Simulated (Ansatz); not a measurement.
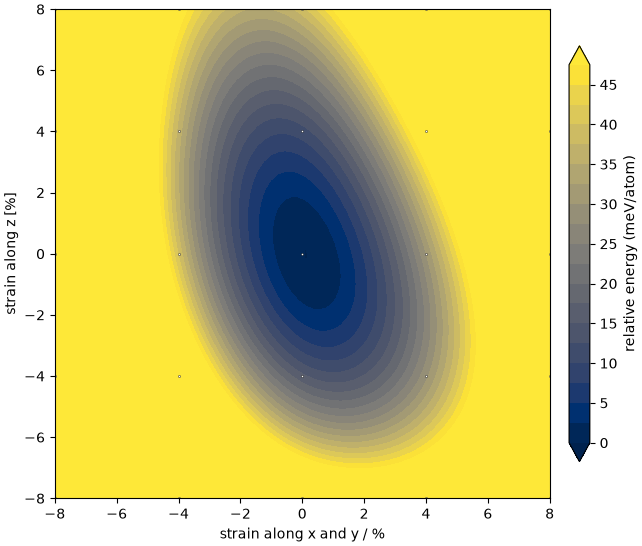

MgS (Fm-3m, No. 225; 2 atoms in the cell). 
- The cell is strained homogeneously, by one strain along x and y and another along z, with fractional coordinates fixed (x, y and z along the cube axes).
- Coordinates scanned: (1) strain along x and y; (2) strain along z.
- Grid: 5 × 5 points.
- Points are written as (first, second).
- Energies are in meV/atom, from the lowest grid point.
- The reference cell is the one listed in the database, not relaxed at this level.
- All numbers below come from DFT r2SCAN, scalar-relativistic, plane waves, PAW (Ansatz). Settings: cutoff 500 eV, k-mesh 8×8×8, gaussian smearing 0.05 eV, no spin polarisation.

In the figure: filled contours, dots at the grid points, one colour for all values above the top of the scale. Between grid points the surface is interpolated.

### Estimate the clamped-ion elastic constants that this map fixes.

With the cell volume of 35.2 Å³, the curvatures of the interpolated surface at its minimum give C₁₁ + C₂₂ + 2C₁₂ ≈ 390 GPa, C₃₃ ≈ 149 GPa and C₁₃ + C₂₃ ≈ 88 GPa (clamped ions, Cartesian axes of the cell). A stretch of 1 % along z with free sides (kept equal in x and y) would change the in-plane lengths by about −0.23 %.
